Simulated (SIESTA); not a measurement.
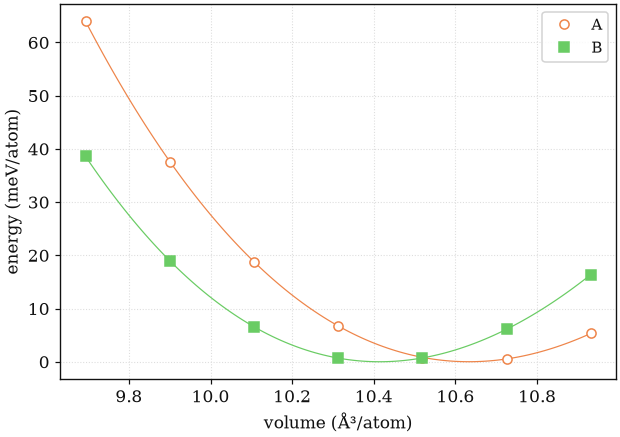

The figure compares two calculations of the energy against volume, each curve from its own zero. The first is for SiC, space group P6_3mc (No. 186).

The cell holds 8 atoms.

Computed with SIESTA 5.4.2: DFT in numerical atomic orbitals with pseudopotentials, no spin polarisation; energies at scaled volumes of the given cell, shape and fractions fixed, counted from the fit's minimum, third-order Birch-Murnaghan fit. Level: PBE with D3(BJ).

```json
{"setting": "k mesh", "value": "10×10×3"}
{"setting": "occupations", "value": "Fermi–Dirac"}
{"setting": "smearing width", "value": "0.05 eV"}
{"setting": "potentials", "value": "PseudoDojo 0.4 standard, converted to PSML, two zetas on semicore shells"}
{"setting": "program settings", "value": "basis DZP, mesh cutoff 500 Ry"}
```

In the second, the level changes from PBE with D3(BJ) to PBE.

Which of A and B is the second calculation, and what did the change do?

A. The equilibrium volume rises from 10.41 to 10.63 Å³/atom (+2.1 %) and the bulk modulus falls from 221 to 213 GPa (−3.6 %).

For PBE with D3(BJ), limits of the calculation: shape and atomic fractions are frozen while scaling, which makes layered, chain and framework solids too stiff.

For PBE, limits of the calculation: mulliken charges of long orbitals; shape and atomic fractions are frozen while scaling, which makes layered, chain and framework solids too stiff.

V0 and the bulk modulus come from third-order Birch–Murnaghan fits.
